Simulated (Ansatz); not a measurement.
Input file:

```
crystal:
  lattice:
    - [0.0, 2.794829947, 2.794829947]
    - [2.794829947, 0.0, 2.794829947]
    - [2.794829947, 2.794829947, 0.0]
  atoms:
    - { symbol: S, position: [0.25, 0.25, 0.25] }
    - { symbol: Mg, position: [0.0, 0.0, 0.0] }
hamiltonian:
  xc: pbe0
  pseudopotentials: { kind: paw }
kpoints:
  mp_grid: { grid: [6, 6, 6] }
scf:
  occupations: { method: fermi_dirac, width: 0.05 }
output:
  forces: true
  stress: true
  eigenvalues: true
  write_density: true
  write_potential: true
  elf: true
  volumetric_format: npy
```

Below, planes, directions and counts refer to the conventional cell (a = 5.59 Å, b = 5.59 Å, c = 5.59 Å, α = 90.00°, β = 90.00°, γ = 90.00°).

Space group F-43m; a structure from a database of computed crystals, not necessarily the ambient phase; computed pressure about 2 GPa in this cell.

Theory: Kohn-Sham DFT of a periodic cell, PBE0, Ansatz PAW (Ansatz 0.2.0).

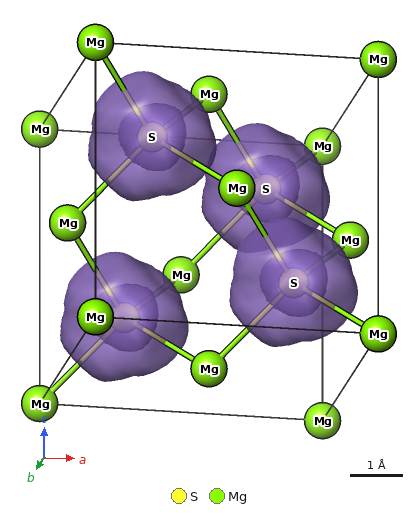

MgS. Isosurface of the electron localisation function at 0.8 (purple), seen at an oblique angle. Core shells and regions of very low density are left out. Sticks mark near contacts.

Core electrons are frozen (PAW), and the valence fields are smoothed inside the atomic spheres.

**Describe the localisation domains.**

The ELF exceeds this value in four regions wrapped around S (the valence shell of each), counted in one cell of 8 atoms. Regions shared between cells count once. Along the contacts the grid gives the following. Mg–S (2.42 Å): the ELF peaks at about 0.90 in the valence shell of S, 0.9 Å from its nucleus, and falls to about 0.05 next to Mg: a closed-shell, largely ionic contact.

**Does the calculation give a band gap?**

It is gapped, with a Kohn–Sham gap of 5.4 eV on the k-point mesh, an upper bound to the gap of this method.
